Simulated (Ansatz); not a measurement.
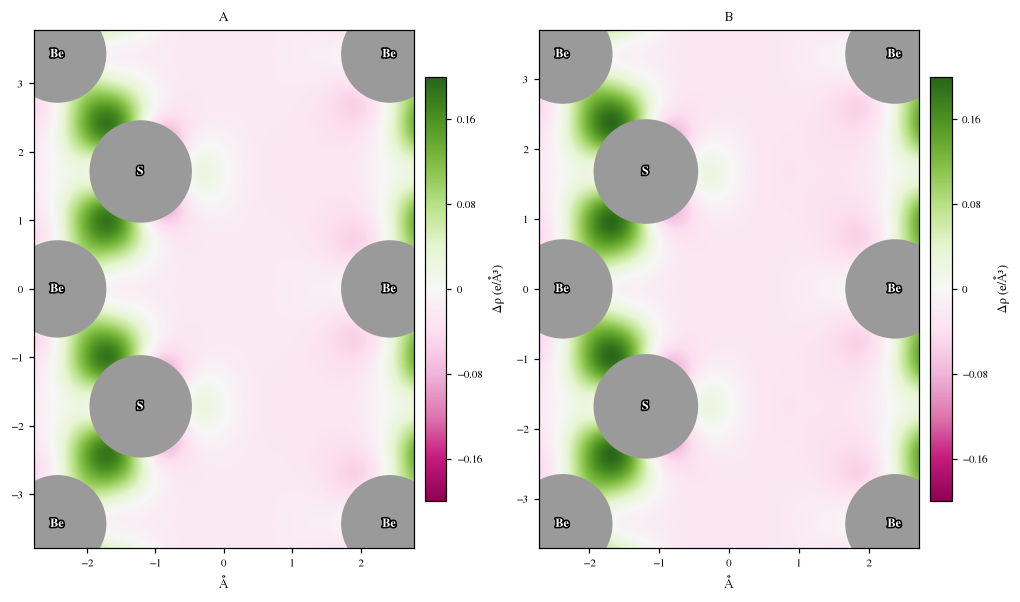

BeS: deformation density on the (110) plane of the conventional cell at two volumes, with the same fractional coordinates and one colour scale. Grey discs cover the cores. Panel B has 94 % of the volume of panel A.

Space group F-43m.

Computed with DFT PBE, scalar-relativistic, plane waves, PAW (Ansatz 0.2.0).

How do bonds, bonding charge and pressure respond to this change of volume?

Answer. From A to B, Be–S goes from 2.10 to 2.06 Å, and Δρ at its midpoint from +0.17 to +0.18 e/Å³. The pressure is 1.5 GPa in A and 8.4 GPa in B. Bader charges stay at Be +1.62 and S −1.62 e. The rearranged charge is 0.21 e an atom in A and 0.21 e in B.

Run times: 26 s (base cell) and 27 s (scaled cell), on 1 thread of Arm Neoverse N1 (shared host).
